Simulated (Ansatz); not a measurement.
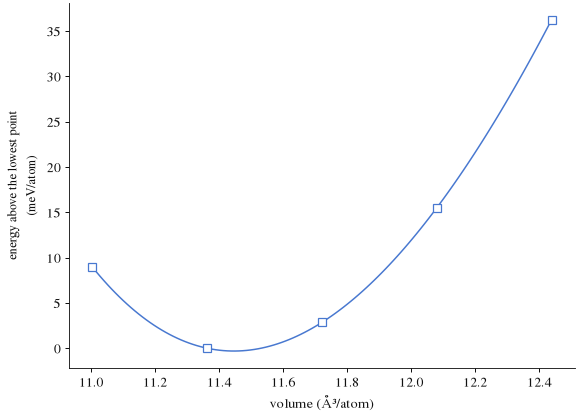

The picture above shows the energy above the lowest point against volume for Cu, space group Fm-3m (No. 225) (one of a set of cubic test structures, which need not be the stable phase).

How it was computed, with Ansatz 0.2.0 development build: equation of state of a cubic crystal from periodic Kohn-Sham density functional theory without spin, third-order Birch-Murnaghan fit to the free energies; pressure corrected for the finite basis. Level: r2SCAN.

structure type fcc; atoms in cell 1; space group number 225; lattice centring face-centred primitive; k mesh 16×16×16; occupation method Fermi–Dirac; occupation width 0.1 eV; wave cutoff 700 eV; datasets hand-made PAW; density tolerance 1e−09 eV; bands 14; density cutoff ratio 4; search for lower states default; xc grid level 2.

From this curve and the settings, what does the calculation give for the pressure at the same points?

The pressure falls from 7.0 GPa at volume 11.00 Å³/atom to −10.9 GPa at 12.44 Å³/atom, and changes sign near 11.45 Å³/atom.

```
volume (Å³/atom)  pressure (GPa)
           11.00             7.0
           11.36             1.2
           11.72            -3.6
           12.08            -7.6
           12.44           -10.9
```

Caveats: modest k-mesh, values are not fully converged in k.
